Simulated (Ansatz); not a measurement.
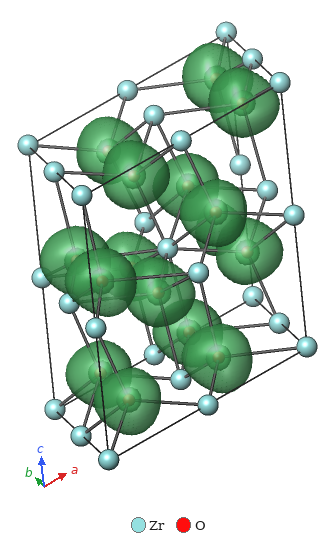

Figure. Zr₈O₁₅ (cell with a defect). Isosurface of the electron localisation function at 0.65 (green), seen slightly off an axis. Core shells and regions of very low density are left out. Sticks mark near contacts.

These are results of Ansatz 0.2.0, DFT PBE, scalar-relativistic, plane waves, PAW, not measurements.

Core electrons are frozen (PAW), and the valence fields are smoothed inside the atomic spheres.

Q: Identify the bonds, lone pairs and shells in this picture.

A: The surface consists of 15 regions wrapped around O (the valence shell of each) and one pocket between the atoms, centred on no nucleus (multi-centre or interstitial), counted in one cell of 23 atoms. Any copies at cell faces, edges or corners count once. Profiles from the grid: Zr–O (2.05 Å): the ELF peaks at about 0.85 in the valence shell of O, 0.6 Å from its nucleus, and drops to about 0.25 between the two atoms (no localised pair shows between them). Zr–O (2.10 Å): the ELF peaks at about 0.85 in the valence shell of O, 0.6 Å from its nucleus, and drops to about 0.20 between the two atoms (no shared electron pair shows on this line).

Q: Does the calculation give a band gap?

A: It is gapped, with a Kohn–Sham gap of 0.99 eV on the k-point mesh, an upper bound to the gap of this method.
